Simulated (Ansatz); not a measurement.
# Ag8O (slab): what the fields show

The calculation's input:

```
crystal:
  lattice:
    - [2.8709531734, 0.0, 0.0]
    - [-1.4354765867, 2.4863183812, 0.0]
    - [0.0, 0.0, 35.3416030474]
  atoms:
    - { symbol: Ag, position: [0.3333333333, 0.6666666667, 0.2405097468] }
    - { symbol: Ag, position: [0.0, 0.0, 0.3065654579] }
    - { symbol: Ag, position: [0.6666666667, 0.3333333333, 0.372621169] }
    - { symbol: Ag, position: [0.0, 0.0, 0.4386768801] }
    - { symbol: Ag, position: [0.3333333333, 0.6666666667, 0.504943395] }
    - { symbol: Ag, position: [0.0, 0.0, 0.5708283283] }
    - { symbol: Ag, position: [0.6666666667, 0.3333333333, 0.6364493817] }
    - { symbol: Ag, position: [0.0, 0.0, 0.7024850107] }
    - { symbol: O, position: [0.0, 0.0, 0.7624709711] }
basis:
  ecutwfc: 420
kpoints:
  mp_grid: { grid: [12, 12, 1] }
hamiltonian:
  xc: pbesol
scf:
  occupations: { method: gaussian, width: 0.1 }
output:
  forces: true
  eigenvalues: true
  write_density: true
  write_potential: true
  elf: true
  volumetric_format: npy
relax:
  adjacent_minimum: "off"
  f_tol: 0.03
  max_steps: 70
  constraints: [{ sites: [0, 1, 2, 3] }]
efield:
  axis: 3
  dipole_correction: true
  ramp_width: 0.04
```

Run with:

```sh
ansatz run input.yaml --threads 2 --pin off --max-ram 5120MiB --backend cpu --events-out ev --progress --plain --runs-dir out
```

The fields are those of the run's last geometry, not of the input's.

Level of theory: DFT PBEsol, scalar-relativistic, plane waves, PAW in Ansatz.

Core electrons are frozen (PAW), and the valence fields are smoothed inside the atomic spheres.

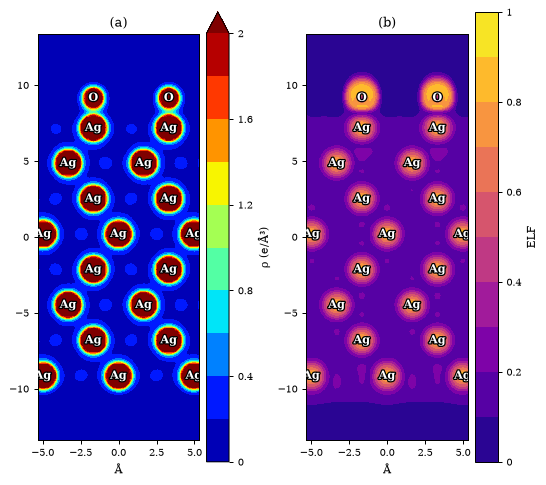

Figure 1. (a) valence pseudo-density; (b) electron localisation function on the (110) plane of the calculation cell, a cut from vacuum to vacuum.

**Interpret the plot.**

- The section cuts through Ag and O sites.
- Ag–O (1.97 Å): ρ at the midpoint is about 0.9 e/Å³; the ELF peaks at about 0.80 in the valence shell of O, 0.6 Å from its nucleus, and drops to about 0.20 between the two atoms (no localised pair shows between them).
- The density dies away to nearly zero in the vacuum.
- The features right at Ag lie inside the PAW spheres, where the map follows smoothed inner orbitals and isn't to be read closely.

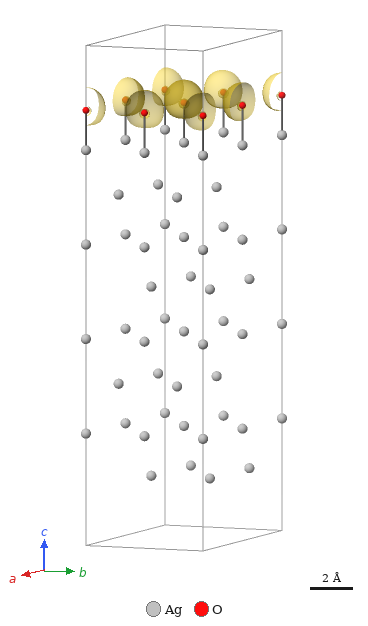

Figure 2. Isosurface of the ELF at 0.6 (yellow), seen at an oblique angle. Only the valence region is drawn (cores and ρ < 0.01 e/Å³ removed). Sticks mark near contacts.

**Where are the electrons localised?**

The ELF exceeds this value in one region wrapped around O (its valence shell), counted in one cell of 9 atoms. Counts are for one cell; the picture repeats the cell along the surface.

**Does the calculation give a band gap?**

It is gapless in this calculation (a metal or semimetal).
